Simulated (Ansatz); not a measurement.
```cif
data_structure
_symmetry_space_group_name_H-M 'P 1'
_symmetry_Int_Tables_number 1
_cell_length_a 2.8742
_cell_length_b 2.8742
_cell_length_c 3.9850
_cell_angle_alpha 90.000
_cell_angle_beta 90.000
_cell_angle_gamma 90.000
_cell_volume 32.92
loop_
_atom_site_label
_atom_site_type_symbol
_atom_site_fract_x
_atom_site_fract_y
_atom_site_fract_z
_atom_site_occupancy
Ga1 Ga 0.50000 0.50000 0.00000 1
Ga2 Ga 0.00000 0.00000 0.50000 1
N1 N 0.00000 0.00000 0.00000 1
N2 N 0.50000 0.50000 0.50000 1
```

Space group I4/mmm; changed on purpose from its base cell (equal xx and yy strain of +2 %, PAW files); computed pressure about 42 GPa in this cell.

Computed with DFT, PBEsol, PAW with Ansatz's default frozen-core files, scalar-relativistic (Ansatz).

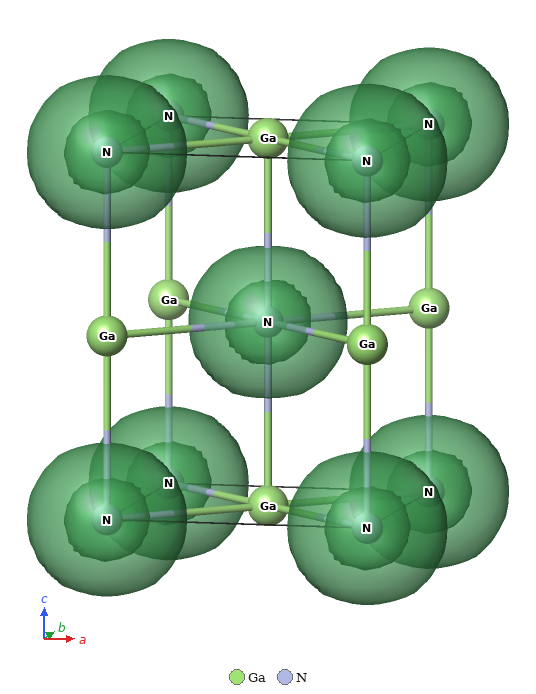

GaN. Isosurface of the electron localisation function at 0.7 (green), seen slightly off an axis. Core shells and regions of very low density are left out. Sticks mark near contacts.

Question: What do the ELF domains correspond to?

Answer: The surface consists of two regions wrapped around N (the valence shell of each), counted in one cell of 4 atoms. Regions shared between cells count once. Profiles from the grid: Ga–N (1.99 Å): the ELF peaks at about 0.80 in the valence shell of N, 0.6 Å from its nucleus, and is about 0.40 at the midpoint.

Question: Metal or insulator at this level of theory?

Answer: It is gapped, with a Kohn–Sham gap of 1.3 eV on the k-point mesh (the band edges may lie off the mesh, which would make the gap smaller).
